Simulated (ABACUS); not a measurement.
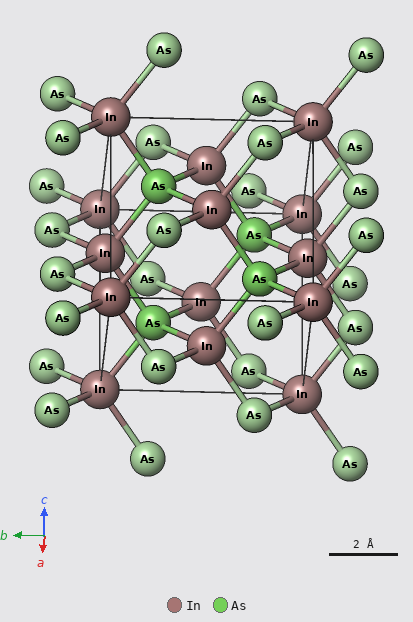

*The input geometry (ball-and-stick view of the cell 4 times as large as that of the calculation, set on its symmetry axes, seen at an oblique angle; neighbours outside the cell are drawn fainter).*

Near neighbours in the crystal (not all of them lie inside the picture): In has 4 As at 2.61 Å; As has 4 In at 2.61 Å.

InAs: band-structure run (part 1 of 2)

- system: InAs (F-43m, 2 atoms in the cell)
- method: Kohn-Sham DFT of a periodic cell, PBE, PseudoDojo NC SR 0.4.1 PBE standard, no spin polarisation (ABACUS 3.10.1)

The structure derives from an entry of the Crystallography Open Database.

### Input file
```python
"""ABACUS run from a structure file: ASE reads it, the script writes STRU, KPT and INPUT."""
import re
import subprocess
from ase.io import read
from ase.units import Bohr

atoms = read("POSCAR")
atoms = atoms[(-atoms.numbers).argsort(kind="stable")]  # ABACUS lists atoms element by element
pseudo = {'In': 'In.upf', 'As': 'As.upf'}
orbital = {'In': 'In_confined-atom_8au_2s2p2d.orb', 'As': 'As_confined-atom_7au_2s2p2d.orb'}
magmoms = None
kmesh = [7, 7, 7]
params = {
    'suffix': 'InAs',
    'calculation': 'scf',
    'basis_type': 'lcao',
    'pseudo_dir': './',
    'orbital_dir': './',
    'symmetry': 1,
    'dft_functional': 'pbe',
    'ecutwfc': 100,
    'pseudo_rcut': 10,
    'nspin': 1,
    'nbands': 24,
    'ks_solver': 'genelpa',
    'smearing_method': 'fd',
    'smearing_sigma': 0.00367493,
    'scf_thr': 1e-07,
    'scf_nmax': 100,
    'mixing_type': 'broyden',
    'mixing_beta': 0.7,
    'cal_force': 1,
    'cal_stress': 1,
    'out_mul': 1,
    'out_chg': 1,
    'out_pot': 2,
    'out_elf': 1,
}

symbols = atoms.get_chemical_symbols()
elements = list(dict.fromkeys(symbols))
lines = ["ATOMIC_SPECIES"] + [f"{e} {atoms.get_masses()[symbols.index(e)]:.4f} {pseudo[e]}" for e in elements]
if orbital:
    lines += ["", "NUMERICAL_ORBITAL"] + [orbital[e] for e in elements]
lines += ["", "LATTICE_CONSTANT", f"{1 / Bohr:.10f}", "", "LATTICE_VECTORS"]
lines += [" ".join(f"{x:.10f}" for x in v) for v in atoms.cell]
lines += ["", "ATOMIC_POSITIONS", "Direct"]
for e in elements:
    lines += ["", e, "0.0", str(symbols.count(e))]
    for i, p in enumerate(atoms.get_scaled_positions(wrap=False)):
        if symbols[i] == e:
            mag = "" if magmoms is None else " mag " + " ".join(str(x) for x in (magmoms[i] if isinstance(magmoms[i], list) else [magmoms[i]]))
            lines.append(" ".join(f"{x:.10f}" for x in p) + " 1 1 1" + mag)
open("STRU", "w").write("\n".join(lines) + "\n")
open("KPT", "w").write("K_POINTS\n0\nGamma\n%d %d %d 0 0 0\n" % tuple(kmesh))
open("INPUT", "w").write("INPUT_PARAMETERS\n" + "".join(f"{k:<20s}{v}\n" for k, v in params.items()))

done = subprocess.run(['mpirun', '-np', '4', 'abacus'])
if done.returncode:
    raise SystemExit(done.returncode)
log = open("OUT.InAs/running_scf.log").read()
print("final energy (eV):", re.findall(r"FINAL_ETOT_IS (\S+)", log))
```

### File POSCAR
```
InAs
1.0
    0.0000000000      3.0180000000      3.0180000000
    3.0180000000      0.0000000000      3.0180000000
    3.0180000000      3.0180000000      0.0000000000
In As
1 1
Direct
    0.0000000000      0.0000000000      0.0000000000
    0.7500000000      0.7500000000      0.7500000000
```

### File INPUT
```
INPUT_PARAMETERS
suffix              InAs
calculation         scf
basis_type          lcao
pseudo_dir          ./
orbital_dir         ./
symmetry            1
dft_functional      pbe
ecutwfc             100
pseudo_rcut         10
nspin               1
nbands              24
ks_solver           genelpa
smearing_method     fd
smearing_sigma      0.00367493
scf_thr             1e-07
scf_nmax            100
mixing_type         broyden
mixing_beta         0.7
cal_force           1
cal_stress          1
out_mul             1
out_chg             1
out_pot             2
out_elf             1
```

### File STRU
```
ATOMIC_SPECIES
In 114.8180 In.upf
As 74.9216 As.upf

NUMERICAL_ORBITAL
In_confined-atom_8au_2s2p2d.orb
As_confined-atom_7au_2s2p2d.orb

LATTICE_CONSTANT
1.8897261258

LATTICE_VECTORS
0.0000000000 3.0180000000 3.0180000000
3.0180000000 0.0000000000 3.0180000000
3.0180000000 3.0180000000 0.0000000000

ATOMIC_POSITIONS
Direct

In
0.0
1
0.0000000000 0.0000000000 -0.0000000000 1 1 1

As
0.0
1
0.7500000000 0.7500000000 0.7500000000 1 1 1
```

### File KPT
```
K_POINTS
0
Gamma
7 7 7 0 0 0
```

Machine: 4 threads of Intel Xeon (Sapphire Rapids), 64 GiB of memory available, shared host.

Launched with:
```bash
OMP_NUM_THREADS=1 python run_abacus.py > log
```

### Output
```
ABACUS v3.10.1

               Atomic-orbital Based Ab-initio Computation at UStc

 ------------------------------------------------------------------------------------

 READING GENERAL INFORMATION
                           global_out_dir = OUT.InAs/
                           global_in_card = INPUT
                               pseudo_dir = ./
                              orbital_dir = ./
                                    DSIZE = 4
                                    GSIZE = 1

 READING UNITCELL INFORMATION
                                    ntype = 2
                  lattice constant (Bohr) = 1.88973
              lattice constant (Angstrom) = 1

 READING ATOM TYPE 1
                               atom label = In
                      L=0, number of zeta = 2
                      L=1, number of zeta = 2
                      L=2, number of zeta = 2
             number of atom for this type = 1

 READING ATOM TYPE 2
                               atom label = As
                      L=0, number of zeta = 2
                      L=1, number of zeta = 2
                      L=2, number of zeta = 2
             number of atom for this type = 1

                        TOTAL ATOM NUMBER = 2
DIRECT COORDINATES
    atom                   x                   y                   z     mag                  vx                  vy                  vz
taud_In1            0.0000000000        0.0000000000        0.0000000000  0.0000        0.0000000000        0.0000000000        0.0000000000
taud_As1            0.7500000000        0.7500000000        0.7500000000  0.0000        0.0000000000        0.0000000000        0.0000000000

                          Volume (Bohr^3) = 371.009
                             Volume (A^3) = 54.9778

 Lattice vectors: (Cartesian coordinate: in unit of a_0)
                   +0              +3.018              +3.018
               +3.018                  +0              +3.018
               +3.018              +3.018                  +0
 Reciprocal vectors: (Cartesian coordinate: in unit of 2 pi/a_0)
            -0.165673           +0.165673           +0.165673
            +0.165673           -0.165673           +0.165673
            +0.165673           +0.165673           -0.165673
 The esolver type has been set to : ksdft_lcao

                PAO radial cut off (Bohr) = 10

 Read in pseudopotential file is In.upf
                     pseudopotential type = NC
          exchange-correlation functional = PBE
                 nonlocal core correction = 1
                        valence electrons = 13
                                     lmax = 2
                           number of zeta = 3
                     number of projectors = 6
                           L of projector = 0
                           L of projector = 0
                           L of projector = 1
                           L of projector = 1
                           L of projector = 2
                           L of projector = 2
                PAO radial cut off (Bohr) = 10

 Read in pseudopotential file is As.upf
                     pseudopotential type = NC
          exchange-correlation functional = PBE
                 nonlocal core correction = 1
                        valence electrons = 15
                                     lmax = 2
                           number of zeta = 3
                     number of projectors = 6
                           L of projector = 0
                           L of projector = 0
                           L of projector = 1
                           L of projector = 1
                           L of projector = 2
                           L of projector = 2
     initial pseudo atomic orbital number = 18

 SETUP THE ELECTRONS NUMBER
            electron number of element In = 13
      total electron number of element In = 13
            electron number of element As = 15
      total electron number of element As = 15
            AUTOSET number of electrons:  = 28
                           occupied bands = 14
                                   NLOCAL = 36
                                   NBANDS = 24
                                   NBANDS = 24
                                   NLOCAL = 36

%%%%%%%%%%%%%%%%%%%%%%%%%%%%%%%%%%%%%%%%%%%%%%%%%%%%%%%%%%%%%%%%%%%%%%%%%%%%%%%%%%%%%%%%%%%%%%%%%%%%%%%%%%
 Warning: the number of valence electrons in pseudopotential > 3 for In: [Kr] 4d10 5s2 5p1
 Warning: the number of valence electrons in pseudopotential > 5 for As: [Ar] 3d10 4s2 4p3
 Pseudopotentials with additional electrons can yield (more) accurate outcomes, but may be less efficient.
 If you're confident that your chosen pseudopotential is appropriate, you can safely ignore this warning.
%%%%%%%%%%%%%%%%%%%%%%%%%%%%%%%%%%%%%%%%%%%%%%%%%%%%%%%%%%%%%%%%%%%%%%%%%%%%%%%%%%%%%%%%%%%%%%%%%%%%%%%%%%

 SETUP THE PLANE WAVE BASIS
 energy cutoff for charge/potential (unit:Ry) = 400
            fft grid for charge/potential = [ 54, 54, 54 ]
                        fft grid division = [ 2, 2, 2 ]
        big fft grid for charge/potential = [ 27, 27, 27 ]
                                     nbxx = 5103
                                     nrxx = 40824

 SETUP PLANE WAVES FOR CHARGE/POTENTIAL
                    number of plane waves = 50237
                         number of sticks = 1789

 PARALLEL PW FOR CHARGE/POTENTIAL
     PROC   COLUMNS(POT)             PW
        1            447          12558
        2            447          12558
        3            448          12563
        4            447          12558
 --------------- sum -------------------
        4           1789          50237
                            number of |g| = 441
                                  max |g| = 36.1208
                                  min |g| = 0.0823423

----------- Double Check Mixing Parameters Begin ------------
mixing_type: broyden
mixing_beta: 0.7
mixing_gg0: 1
mixing_gg0_min: 0.1
mixing_ndim: 8
----------- Double Check Mixing Parameters End ------------

 LATTICE VECTORS: (CARTESIAN COORDINATE: IN UNIT OF A0)
                   +0              +3.018              +3.018
               +3.018                  +0              +3.018
               +3.018              +3.018                  +0
                       right hand lattice = 1
                                   NORM_A = 4.2681
                                   NORM_B = 4.2681
                                   NORM_C = 4.2681
                           ALPHA (DEGREE) = 60
                           BETA  (DEGREE) = 60
                           GAMMA (DEGREE) = 60

 The lattice vectors have been changed (STRU_SIMPLE.cif)

(for optimal symmetric configuration:)
                             BRAVAIS TYPE = 3
                     BRAVAIS LATTICE NAME = 03. Cubic F (face-centered)
                                    ibrav = 3
                                    IBRAV = 3
                                  BRAVAIS = FACE CENTERED CUBIC
                       LATTICE CONSTANT A = 6.036
Original cell was already a primitive cell.
                        ROTATION MATRICES = 48
              PURE POINT GROUP OPERATIONS = 24
                   SPACE GROUP OPERATIONS = 24
                                       C2 = 3
                                       C3 = 8
                                       C4 = 0
                                       C6 = 0
                                       S1 = 6
                                       S3 = 0
                                       S4 = 6
                                       S6 = 0
                              POINT GROUP = T_d
                                       C2 = 3
                                       C3 = 8
                                       C4 = 0
                                       C6 = 0
                                       S1 = 6
                                       S3 = 0
                                       S4 = 6
                                       S6 = 0
               POINT GROUP IN SPACE GROUP = T_d

 SETUP K-POINTS
                                    nspin = 1
                   Input type of k points = Monkhorst-Pack(Gamma)
                                   nkstot = 343
                       right hand lattice = 1
(for reciprocal lattice: )
                             BRAVAIS TYPE = 2
                     BRAVAIS LATTICE NAME = 02. Cubic I (body-centered)
                                    ibrav = 2
                       right hand lattice = 1
(for k-lattice: )
                             BRAVAIS TYPE = 2
                     BRAVAIS LATTICE NAME = 02. Cubic I (body-centered)
                                    ibrav = 2
                       right hand lattice = 1
                        ROTATION MATRICES = 48
                               nkstot_ibz = 20
K-POINTS REDUCTION ACCORDING TO SYMMETRY
     IBZ    DIRECT_X    DIRECT_Y    DIRECT_Z  WEIGHT  ibz2bz
       1  0.00000000  0.00000000  0.00000000  0.0029       0
       2  0.14285714  0.14285714  0.14285714  0.0233       1
       3  0.28571429  0.28571429  0.28571429  0.0233       2
       4  0.42857143  0.42857143  0.42857143  0.0233       3
       5  0.14285714  0.14285714  0.00000000  0.0175       8
       6  0.28571429  0.14285714  0.28571429  0.0700       9
       7  0.42857143  0.28571429  0.42857143  0.0700      10
       8 -0.42857143  0.42857143  0.42857143  0.0700      11
       9  0.42857143  0.28571429  0.28571429  0.0700      12
      10  0.28571429  0.14285714  0.14285714  0.0350      13
      11  0.28571429  0.28571429  0.00000000  0.0175      16
      12  0.42857143  0.42857143  0.14285714  0.0700      17
      13 -0.28571429  0.42857143  0.42857143  0.0700      18
      14 -0.42857143  0.28571429  0.28571429  0.0350      19
      15  0.42857143  0.42857143  0.00000000  0.0175      24
      16 -0.14285714  0.42857143  0.42857143  0.0350      25
      17  0.42857143  0.28571429  0.14285714  0.0700      66
      18 -0.42857143  0.42857143  0.28571429  0.1399      67
      19 -0.42857143  0.42857143  0.14285714  0.0700      74
      20 -0.28571429  0.42857143  0.28571429  0.0700      75

                               nkstot now = 20
[... K-POINTS DIRECT COORDINATES: 20 rows ...]

           k-point number in this process = 20
       minimum distributed K point number = 20
[... stars of the k points ...]

[... K-POINTS CARTESIAN COORDINATES: 20 rows ...]

[... K-POINTS DIRECT COORDINATES: 20 rows ...]

 SETUP PLANE WAVES FOR WAVE FUNCTIONS
     energy cutoff for wavefunc (unit:Ry) = 100
              fft grid for wave functions = [ 54, 54, 54 ]
                    number of plane waves = 7799
                         number of sticks = 511

 PARALLEL PW FOR WAVE FUNCTIONS
     PROC   COLUMNS(POT)             PW
        1            128           1950
        2            128           1951
        3            128           1951
        4            127           1947
 --------------- sum -------------------
        4            511           7799

 SET NONLOCAL PSEUDOPOTENTIAL PROJECTORS
 SET NONLOCAL PSEUDOPOTENTIAL PROJECTORS
 max number of nonlocal projetors among all species is 6

 -------------------------------------------
 SELF-CONSISTENT
 -------------------------------------------

 SETUP SEARCHING RADIUS FOR PROGRAM TO SEARCH ADJACENT ATOMS
                  longest orb rcut (Bohr) = 8
   longest nonlocal projector rcut (Bohr) = 2.42
                     search radius (Bohr) = 20.8
              searching radius is (Bohr)) = 20.8
         searching radius unit is (Bohr)) = 1.89
                         PeriodicBoundary = 1
                        Radius(unit:lat0) = 11
                                   glayer = [ 5, 5, 5 ]
                             glayer_minus = [ 4, 4, 4 ]

Find the coordinate range of the input atom(unit:lat0).
                                  min_tau = [ -24.1, -24.1, -24.1 ]
                                  max_tau = [ 28.7, 28.7, 28.7 ]
                                BoxNumber = [ 9, 9, 9 ]

 SETUP EXTENDED REAL SPACE GRID FOR GRID INTEGRATION
                          real space grid = [ 54, 54, 54 ]
                 big cell numbers in grid = [ 27, 27, 27 ]
             meshcell numbers in big cell = [ 2, 2, 2 ]
                        extended fft grid = [ 33, 33, 33 ]
                dimension of extened grid = [ 94, 94, 94 ]
                            UnitCellTotal = 125
              Atom number in sub-FFT-grid = 2
    Local orbitals number in sub-FFT-grid = 36
                                ParaV.nnr = 21870
                                 init_chg = atomic

 LCAO ALGORITHM --------------- ION=   1  ELEC=   1--------------------------------

 Density error is 0.0436145695068
----------------------------------------------------------
     Energy           Rydberg                 eV
----------------------------------------------------------
 E_KohnSham     -345.0374910591      -4694.4759020276
 E_Harris       -343.8197407598      -4677.9075592155
 E_Fermi        0.5763235697         7.8412844397
----------------------------------------------------------

 LCAO ALGORITHM --------------- ION=   1  ELEC=   2--------------------------------

 Density error is 0.0122392483616
----------------------------------------------------------
     Energy           Rydberg                 eV
----------------------------------------------------------
 E_KohnSham     -345.0523243049      -4694.6777186901
 E_Harris       -345.2655266516      -4697.5784854325
 E_Fermi        0.6085574135         8.2798483836
----------------------------------------------------------

 LCAO ALGORITHM --------------- ION=   1  ELEC=   3--------------------------------

 Density error is 0.00443701830267
```
